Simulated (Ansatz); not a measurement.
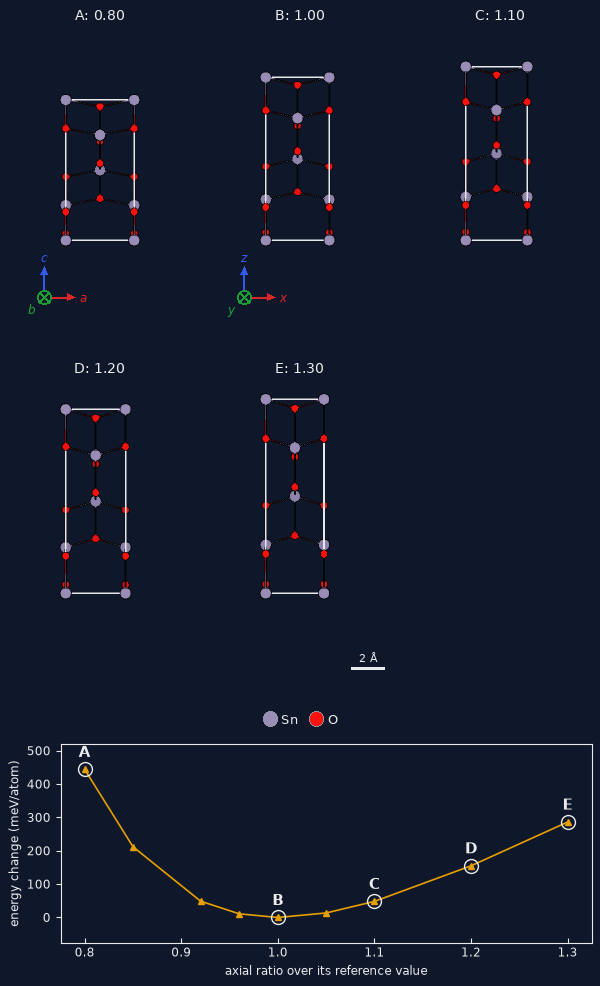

Crystalline SnO₂ (I4_1/amd): the ratio of the cell's length along z to its lengths across, counted as 1 for the reference, is changed at fixed volume (a c/a path), with the atoms kept at their fractional coordinates. x, y and z are the Cartesian axes of the input. The lettered frames are marked on the plot. The picture is a ball-and-stick view of the conventional cell (2 times the calculation's cell), seen along the b axis. Lengths and directions refer to the drawn axes.

Computed with DFT LDA, scalar-relativistic, plane waves, PAW (Ansatz 0.2.0). Set-up: plane-wave cutoff 420 eV; k-point mesh 10 × 10 × 10; occupations gaussian; smearing width 0.05 eV; no spin polarisation. Energies (free energies at the smearing named) are counted from the relaxed crystal.

Read off the main features of the energy profile.

Of the computed points the lowest is at the relative ratio 1.00, 0 meV/atom. The distortion keeps the space group I4_1/amd. At the relative ratio 1.30 the cell of the drawing goes a 3.972 → 3.640 Å, b 3.972 → 3.640 Å, c 10.180 → 12.126 Å.
